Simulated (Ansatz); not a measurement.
# Geometry relaxation, with input and output: ZrN (part 2 of 2)

The same run, continued: ZrN (2 atoms in the cell); DFT PBE, scalar-relativistic, plane waves, PAW, no spin polarisation (Ansatz 0.2.0); cutoff 420 eV, 16×16×16 k-mesh, Fermi–Dirac smearing of 0.15 eV. The structure derives from an entry of the Crystallography Open Database. It belongs to a series of runs on one base structure; here: cell and atoms relaxed tightly for response.

Geometry of the input (Å; fractional positions):
```
0.0000  2.2973  2.2973
2.2973  0.0000  2.2973
2.2973  2.2973  0.0000
Zr 0.0000  0.0000  0.0000
N  0.5000  0.5000  0.5000
```

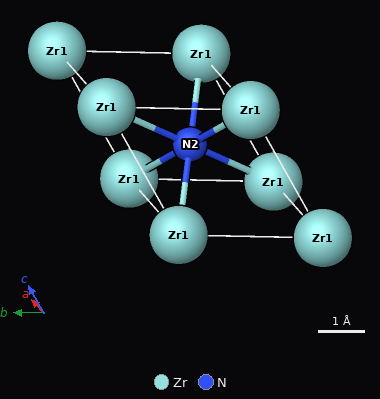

Fig. 1: The geometry at step 1 of the log (ball-and-stick view of the cell of the calculation, seen at an oblique angle; atoms are numbered from 1 in the order of the input).

The program's output, continued:
```
relax step   2: F+E_penalty+E_count = -4571.33564518 eV  Δ(F+E_penalty+E_count) = +5.707e-5 eV  max|allowed force component| = 4.306e-30 eV/Å  Δτ_max = 0.0000 Å  P = -0.112 GPa  Ω = 24.277 Å³  energy of the carried Pulay correction = -6.235e-5 eV  (6 SCF iters, accepted)
Crystal: 2 atoms, lattice volume = 24.266 Å³
iter 1 solved again at ethr=7.63e-9 eV; its pass at ethr=3.10e-3 eV (dr2=1.30e-6 eV) is discarded
SCF iter   1: F=—  HF=-4571.335676 eV  |F-HF|=—  |Δ(HF+E_count)|=         —  Δρ=6.65e-5  dr2=1.19e-6  ethr=7.63e-9  ⟨swp⟩=1.2  Hψ=10257  notcnv=0
preconditioner: auto → none  [metal: Δε(μ)=0.014 eV  Ē_g=18.809 eV  σ=0.150 eV  W_gap=0.02  n_scr=8 (ndim 8)  ℏωp=29.2 eV  f_vac=0.000  D(μ)=0.65/eV (n_scr^D=0)]
SCF iter   2: F=—  HF=-4571.335673 eV  |F-HF|=—  |Δ(HF+E_count)|=   2.88e-6  Δρ=1.72e-5  dr2=9.87e-8  ethr=7.02e-9  ⟨swp⟩=2.1  Hψ=2193  notcnv=0
iter 3 did not close the SCF: its close was put off for the readings that it lacked (scf_convergence_deferred on its scf_iter line)
SCF iter   3: F=-4571.335673 eV  HF=-4571.335673 eV  |F-HF|=8.10e-10  |Δ(HF+E_count)|=   2.08e-8  Δρ=3.03e-6  dr2=1.99e-9  ethr=5.81e-10  ⟨swp⟩=2.1  Hψ=2214  notcnv=0
iter 4 did not close the SCF: its close was put off for the readings that it lacked (scf_convergence_deferred on its scf_iter line)
SCF iter   4: F=-4571.335673 eV  HF=-4571.335673 eV  |F-HF|=7.28e-12  |Δ(HF+E_count)|=  1.05e-10  Δρ=4.47e-7  dr2=2.43e-11  ethr=1.17e-11  ⟨swp⟩=2.3  Hψ=2754  notcnv=0
iter 5 did not close the SCF: its close was put off for the readings that it lacked (scf_convergence_deferred on its scf_iter line)
SCF iter   5: F=-4571.335673 eV  HF=-4571.335673 eV  |F-HF|=0.00e0  |Δ(HF+E_count)|=  8.19e-12  Δρ=3.56e-8  dr2=1.15e-13  ethr=1.00e-12  ⟨swp⟩=1.0  Hψ=1886  notcnv=0
SCF iter   6: F=-4571.335673 eV  HF=-4571.335673 eV  |F-HF|=9.09e-13  |Δ(HF+E_count)|=  2.73e-12  Δρ=5.31e-9  dr2=1.35e-15  ethr=1.00e-12  ⟨swp⟩=3.1  Hψ=6669  notcnv=0
SCF 3 converged in 6 iterations: F = -4571.335673 eV  dr2 = 1.35e-15
relax step   3: F+E_penalty+E_count = -4571.33567335 eV  Δ(F+E_penalty+E_count) = -2.817e-5 eV  max|allowed force component| = 2.472e-29 eV/Å  Δτ_max = 0.0000 Å  P = -0.000 GPa  Ω = 24.266 Å³  energy of the carried Pulay correction = -3.792e-5 eV  (6 SCF iters, accepted)
Initial wavefunctions: pseudopotential atomic-orbital guess (no wavefunctions were taken with the density)
iter 1 solved again at ethr=3.08e-8 eV; its pass at ethr=3.10e-3 eV (dr2=5.23e-6 eV) is discarded
SCF iter   1: F=—  HF=-4571.335726 eV  |F-HF|=—  |Δ(HF+E_count)|=         —  Δρ=4.47e-6  dr2=8.11e-10  ethr=3.08e-8  ⟨swp⟩=3.2  Hψ=14889  notcnv=0
SCF iter   2: F=—  HF=-4571.335723 eV  |F-HF|=—  |Δ(HF+E_count)|=   2.97e-6  Δρ=2.04e-6  dr2=1.33e-10  ethr=4.77e-12  ⟨swp⟩=2.9  Hψ=3743  notcnv=0
SCF iter   3: F=—  HF=-4571.335723 eV  |F-HF|=—  |Δ(HF+E_count)|=  4.10e-10  Δρ=4.43e-7  dr2=9.68e-12  ethr=7.81e-13 (applied; sched 1.00e-12)  ⟨swp⟩=2.0  Hψ=3005  notcnv=0
iter 4 did not close the SCF: its close was put off for the readings that it lacked (scf_convergence_deferred on its scf_iter line)
SCF iter   4: F=-4571.335723 eV  HF=-4571.335723 eV  |F-HF|=9.09e-13  |Δ(HF+E_count)|=  1.91e-11  Δρ=1.09e-7  dr2=6.78e-13  ethr=5.70e-14 (applied; sched 1.00e-12)  ⟨swp⟩=2.1  Hψ=2641  notcnv=0
iter 5 did not close the SCF: its close was put off for the readings that it lacked (scf_convergence_deferred on its scf_iter line)
SCF iter   5: F=-4571.335723 eV  HF=-4571.335723 eV  |F-HF|=9.09e-13  |Δ(HF+E_count)|=  9.09e-13  Δρ=6.86e-9  dr2=8.54e-15  ethr=4.71e-15 (applied; sched 1.00e-12)  ⟨swp⟩=2.6  Hψ=3025  notcnv=0
iter 6 did not close the SCF: its close was put off for the readings that it lacked (scf_convergence_deferred on its scf_iter line)
SCF iter   6: F=-4571.335723 eV  HF=-4571.335723 eV  |F-HF|=9.09e-13  |Δ(HF+E_count)|=  9.09e-13  Δρ=2.26e-9  dr2=4.48e-16  ethr=4.71e-15 (applied; sched 1.00e-12)  ⟨swp⟩=1.0  Hψ=1885  notcnv=0
iter 7 did not close the SCF: its close was put off for the readings that it lacked (scf_convergence_deferred on its scf_iter line)
SCF iter   7: F=-4571.335723 eV  HF=-4571.335723 eV  |F-HF|=9.09e-13  |Δ(HF+E_count)|=  9.09e-13  Δρ=5.74e-10  dr2=2.88e-17  ethr=4.71e-15 (applied; sched 1.00e-12)  ⟨swp⟩=1.0  Hψ=1885  notcnv=0
SCF iter   8: F=-4571.335723 eV  HF=-4571.335723 eV  |F-HF|=3.64e-12  |Δ(HF+E_count)|=  1.82e-12  Δρ=1.12e-10  dr2=1.97e-18  ethr=1.00e-12  ⟨swp⟩=1.0  Hψ=4357  notcnv=0
SCF 4 converged in 8 iterations: F = -4571.335723 eV  dr2 = 1.97e-18
relax step   4: F+E_penalty+E_count = -4571.33572265 eV  Δ(F+E_penalty+E_count) = -4.930e-5 eV  max|allowed force component| = 2.630e-29 eV/Å  Δτ_max = 0.0000 Å  P = +0.002 GPa  Ω = 24.266 Å³  stress off target by 2.27e-3 GPa  SCF on the basis re-selected at this cell (its energy is not comparable with the rows above)  (8 SCF iters)
basis re-selected at this cell: Δ(F+E_penalty+E_count) = -4.930e-5 eV, ΔP = +0.002 GPa vs the last step (what re-selecting the basis moved, of the pressure what is left beyond the Pulay correction that the steps carried, after the strain that the cell walked since its last selection, with what the two solves' SCF thresholds leave and, on support functions, any second-order correction that the steps lacked; it is no measure of the basis error at this ecutwfc). This SCF's stress stands 2.27e-3 GPa from its target on what of the cell is left free (relax.cell.stress_tol is 1.00e-2 GPa) and its largest allowed force component is 2.63e-29 eV/Å (relax.f_tol is 1.00e-3 eV/Å): within both
SCF converged after 8 iterations
Free energy (F): -4571.335723 eV
Harris-Foulkes:  -4571.335723 eV  (|F-HF|=3.64e-12)
Internal energy: -4571.287136 eV  (E = F + TS)
E sigma→0 (E₀):  -4571.311429 eV
Entropy (-TS):   -0.048587 eV (-24.294 meV/atom)
Fermi energy:    17.552691 eV
--- Per-component energies (eV) ---
  E_band       = -28.131445
  E_kinetic    = 467.135146
  E_local      = -626.946115  (includes V_loc(G=0)·N_el)
  E_nonlocal   = 123.155479
  E_hartree    = 188.692095
  E_xc         = -224.154047
  E_vxc        = -270.593518  (∫ρ·V_xc dr)
  E_paw        = -3080.404301  (= ΣΔE_a)
  E_vpaw       = -98.266744  (= ΣTr[D̂ρ^β])
  E_aug_tail   = 0.000118  (compensation charges beyond the density's cutoff)
  E_ewald      = -1418.765509
  E_smearing   = -0.048587  (= −TS)
  E_closure    = 0.000000  (closes the sum)
  Σ components = -4571.335723   (vs F -4571.335723, Δ=0.00e0)
--- Forces (eV/Å), atoms counted from 1 ---
  atom   1  Zr    -0.00000000     0.00000000    -0.00000000
  atom   2  N      0.00000000     0.00000000    -0.00000000
  max |Σ_I F_I| component: 4.44e-29 eV/Å
--- Stress (GPa, compression-positive) ---
        0.002269      -0.000000      -0.000000
       -0.000000       0.002269      -0.000000
       -0.000000      -0.000000       0.002269
  P = ⅓ Tr σ = 0.0023 GPa (0.023 kbar)
--- Band table (eV; the first three rows and the last of 145) ---
  k-point 0: bands = ["-32.0533", "-9.6829", "-9.6829", "-9.6829", "1.2990", "14.9034", "14.9034", "14.9034", "17.1545", "17.1545", "17.1545", "19.1188", "19.1188"]
  k-point 1: bands = ["-32.0482", "-9.7311", "-9.6864", "-9.6864", "1.3777", "14.5565", "14.6687", "14.6687", "17.2751", "17.2751", "17.2767", "19.4107", "19.4107"]
  k-point 2: bands = ["-32.0335", "-9.8656", "-9.6965", "-9.6965", "1.6018", "13.7720", "14.1388", "14.1388", "17.5099", "17.5861", "17.5861", "20.1570", "20.1570"]
  k-point 144: bands = ["-31.8716", "-10.3136", "-10.3136", "-10.0920", "2.4232", "12.1444", "12.8142", "12.8142", "18.5624", "18.5624", "22.0416", "22.1048", "23.4096"]
--- Relaxed structure (3 steps of the walk, 3 accepted, 1 SCFs on fresh bases) ---
  F+E_penalty+E_count = -4571.33572265 eV   max|allowed force component| = 2.630e-29 eV/Å   (the final SCF, on the basis selected at the relaxed cell)
  cell:  # Å, volume = 24.2659 Å³
    - [-1.2865814383061363e-33, 2.297852891193431, 2.297852891193431]
    - [2.297852891193431, -1.4776578895397208e-33, 2.297852891193431]
    - [2.297852891193431, 2.297852891193431, -1.0318128366613568e-33]
  atoms:
    - { symbol: Zr, position: [-2.4451453412601134e-35, 1.309899289960309e-35, 1.3098992899599814e-35] }
    - { symbol: N, position: [0.49999999999999994, 0.49999999999999994, 0.49999999999999994] }
```

Trajectory as extended XYZ (Å, eV, eV/Å), 4 frames, from step=1 to step=4:
```
2
Lattice="0.0000 2.2973 2.2973 2.2973 0.0000 2.2973 2.2973 2.2973 0.0000" Properties=species:S:1:pos:R:3:forces:R:3 step=1 energy=-4571.33570 pressure_GPa=0.17
Zr    0.0000    0.0000    0.0000    0.0000   0.0000   0.0000
N     2.2973    2.2973    2.2973    0.0000   0.0000   0.0000
2
Lattice="0.0000 2.2982 2.2982 2.2982 0.0000 2.2982 2.2982 2.2982 0.0000" Properties=species:S:1:pos:R:3:forces:R:3 step=2 energy=-4571.33565 pressure_GPa=-0.11
Zr    0.0000    0.0000    0.0000    0.0000   0.0000   0.0000
N     2.2982    2.2982    2.2982    0.0000   0.0000   0.0000
2
Lattice="0.0000 2.2979 2.2979 2.2979 0.0000 2.2979 2.2979 2.2979 0.0000" Properties=species:S:1:pos:R:3:forces:R:3 step=3 energy=-4571.33567 pressure_GPa=-0.00
Zr    0.0000    0.0000    0.0000    0.0000   0.0000   0.0000
N     2.2979    2.2979    2.2979    0.0000   0.0000   0.0000
2
Lattice="0.0000 2.2979 2.2979 2.2979 0.0000 2.2979 2.2979 2.2979 0.0000" Properties=species:S:1:pos:R:3:forces:R:3 step=4 energy=-4571.33572 pressure_GPa=0.00
Zr    0.0000    0.0000    0.0000    0.0000   0.0000   0.0000
N     2.2979    2.2979    2.2979    0.0000   0.0000   0.0000
```

Results in brief:

| quantity | value |
| --- | --- |
| outcome | converged |
| space group (tolerance 0.01 Å) | Fm-3m (225) |
| electrons treated | 17 |
| free energy | −4571.3357 eV |
| Fermi energy | 17.553 eV |
| gap on the k-point mesh | none (metallic) |
| pressure | 0.00 GPa |
| final volume | 24.27 Å³ |
| largest force (length of the vector) at the end | under 0.001 eV/Å |
| final cell | a = 3.250 Å, b = 3.250 Å, c = 3.250 Å, α = 60.00°, β = 60.00°, γ = 60.00° |
| hardware | 1 thread of Intel Xeon @ 2.50GHz (Skylake/Cascade Lake), 189 GiB of memory available, shared host |
| wall time | 39 s |
| peak memory | 0.37 GiB |

Remarks:

Results for this metal are sensitive to the k-point mesh. The cell holds an odd number of electrons but the run has no spin polarisation, so it comes out as a metal.
